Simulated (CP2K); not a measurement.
# Energy of InP along an even scaling of the cell

System: InP (2 atoms in the cell).
Method: Kohn-Sham DFT of a periodic cell, r2SCAN, GTH-SCAN with UZH-TZVP basis, no spin polarisation (CP2K 2026.2).

The 6 runs differ only in the geometry, by an even scaling of the cell at fixed fractional positions. The structure derives from an entry of the Crystallography Open Database.

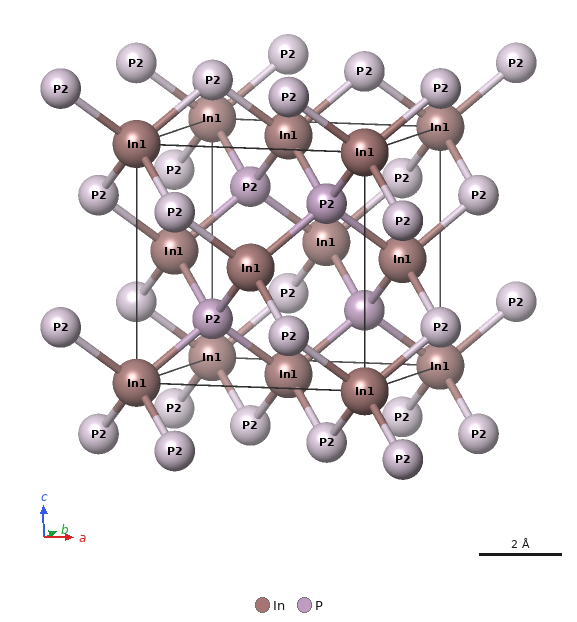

Figure 1. The structure of run 4 (ball-and-stick view of the cell 4 times as large as that of the calculation, set on its symmetry axes, seen slightly off an axis; neighbours outside the cell are drawn fainter; atoms are numbered from 1 in the order of the input). An atom can appear more than once, as a periodic image.

### Input of run 4
```
&GLOBAL
  PROJECT inp_eos
  RUN_TYPE ENERGY_FORCE
  PRINT_LEVEL LOW
&END GLOBAL
&FORCE_EVAL
  METHOD QS
  STRESS_TENSOR ANALYTICAL
  &DFT
    BASIS_SET_FILE_NAME BASIS_MOLOPT_UZH
    POTENTIAL_FILE_NAME POTENTIAL_UZH
    WFN_RESTART_FILE_NAME previous-RESTART.kp
    &MGRID
      CUTOFF 675
      REL_CUTOFF 60
      NGRIDS 5
    &END MGRID
    &QS
      METHOD GPW
      EPS_DEFAULT 1.0E-9
    &END QS
    &KPOINTS
      SCHEME MONKHORST-PACK 8 8 8
      GAMMA_CENTERED T
      SYMMETRY T
      SYMMETRY_BACKEND SPGLIB
    &END KPOINTS
    &SCF
      SCF_GUESS RESTART
      EPS_SCF 1.0E-6
      MAX_SCF 100
      ADDED_MOS 10
      CHOLESKY OFF
      EPS_EIGVAL 1.0E-7
      &DIAGONALIZATION ON
        ALGORITHM STANDARD
      &END DIAGONALIZATION
      &MIXING ON
        METHOD BROYDEN_MIXING
        ALPHA 0.4
        BETA 1.5
        NBUFFER 8
      &END MIXING
      &SMEAR ON
        METHOD FERMI_DIRAC
        ELECTRONIC_TEMPERATURE 580.23
      &END SMEAR
    &END SCF
    &XC
      &XC_FUNCTIONAL
        &MGGA_X_R2SCAN
        &END MGGA_X_R2SCAN
        &MGGA_C_R2SCAN
        &END MGGA_C_R2SCAN
      &END XC_FUNCTIONAL
    &END XC
    &PRINT
      &KPOINTS ON
      &END KPOINTS
      &MULLIKEN ON
      &END MULLIKEN
      &MO ON
        ENERGIES T
        OCCUPATION_NUMBERS T
        &EACH
          QS_SCF 0
        &END EACH
        ADD_LAST NUMERIC
      &END MO
    &END PRINT
  &END DFT
  &SUBSYS
    &CELL
      A 4.1717996897 0.0000000000 0.0000000000
      B 2.0858998449 3.6128845108 0.0000000000
      C 2.0858998449 1.2042948369 3.4062601830
      PERIODIC XYZ
    &END CELL
    &COORD
      SCALED
      In  0.0000000000 0.0000000000 0.0000000000
      P   0.7500000000 0.7500000000 0.7500000000
    &END COORD
    &KIND In
      BASIS_SET TZVP-MOLOPT-SCAN-GTH-q13
      POTENTIAL GTH-SCAN-q13
    &END KIND
    &KIND P
      BASIS_SET TZVP-MOLOPT-SCAN-GTH-q5
      POTENTIAL GTH-SCAN-q5
    &END KIND
    &PRINT
      &ATOMIC_COORDINATES ON
      &END ATOMIC_COORDINATES
      &CELL ON
      &END CELL
      &SYMMETRY ON
      &END SYMMETRY
    &END PRINT
  &END SUBSYS
  &PRINT
    &FORCES ON
    &END FORCES
    &STRESS_TENSOR ON
    &END STRESS_TENSOR
  &END PRINT
&END FORCE_EVAL
```

Command:
```bash
OMP_NUM_THREADS=1 cp2k.psmp -i inp_eos.inp -o inp_eos.out
```

Lattice vectors (Å) and fractional positions of run 4:
```
   4.171800    0.000000    0.000000
   2.085900    3.612885    0.000000
   2.085900    1.204295    3.406260
In  0.000000  0.000000  0.000000
P   0.750000  0.750000  0.750000
```

Run 2 differs from it as follows:
```diff
-      A 4.1717996897 0.0000000000 0.0000000000
-      B 2.0858998449 3.6128845108 0.0000000000
-      C 2.0858998449 1.2042948369 3.4062601830
+      A 4.0883412102 0.0000000000 0.0000000000
+      B 2.0441706051 3.5406073474 0.0000000000
+      C 2.0441706051 1.1802024491 3.3381166198
```

### Results, with one run withheld

```csv
run,volume per atom (Å³),"free energy per atom, from the lowest run given (meV)",pressure (GPa),gap on the mesh (eV)
1,23.657,44.62,7.25,1.44
2,24.160,?,?,?
3,24.663,11.03,3.36,1.20
4,25.670,0.00,0.27,0.97
5,26.173,1.25,−1.04,0.86
6,26.677,6.39,−2.21,0.75
```

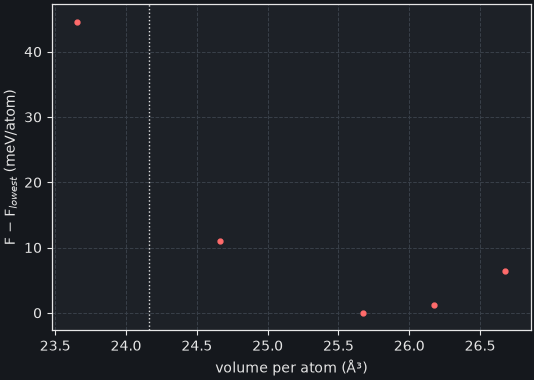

Figure 2. Free energy per atom of the runs given; the dotted line marks run 2.

What should run 2 give?

A cubic polynomial in V^(−2/3) (the Birch–Murnaghan form), fitted to the 5 runs given, misses them by at most 0.02 meV per atom. With x = V^(−2/3) − 0.11595 Å⁻², it reads F = 1.552 + 2520.6 x + 9.7596e+05 x² + 6.6427e+06 x³ (meV per atom). At run 2 it gives 24.64 meV per atom, and the run itself gives 25.05. The slope of the fit gives a pressure −dF/dV of 5.31 GPa there, and the run prints 5.25 GPa. The two needn't agree exactly: the fit is approximate, and the printed stress is taken on a finite basis. The fit has its minimum at 25.763 Å³ per atom, where V d²F/dV² gives 69 GPa: the bulk modulus at this level, since symmetry fixes the shape and the positions. The gap on the mesh goes, without turning, from 1.44 eV in run 1 to 0.75 eV in run 6; run 2 has 1.32 eV. These are gaps of this functional on this mesh, which can miss the band edges; they aren't the measured gap.

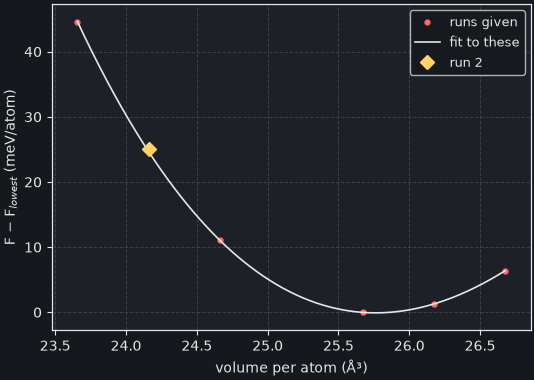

Figure 3. The fit and the withheld run.

### Some lines of the output (run 2)
```
[...]
  Total energy:                                               -62.51091091749659
  Total energy (extrapolated to T->0):                        -62.51091091715951
 MO| E(Fermi):            0.211453 a.u.          5.753920 eV
 MO| Band gap:            0.157670 a.u.          4.290431 eV
 MO| Band gap:            0.174264 a.u.          4.741965 eV
 MO| Band gap:            0.165382 a.u.          4.500275 eV
 MO| Band gap:            0.176491 a.u.          4.802568 eV
 MO| Band gap:            0.178755 a.u.          4.864158 eV
 MO| Band gap:            0.177227 a.u.          4.822590 eV
 MO| Band gap:            0.179845 a.u.          4.893840 eV
 MO| Band gap:            0.204627 a.u.          5.568183 eV
 MO| Band gap:            0.224165 a.u.          6.099850 eV
 MO| Band gap:            0.224658 a.u.          6.113268 eV
 MO| Band gap:            0.196088 a.u.          5.335839 eV
```
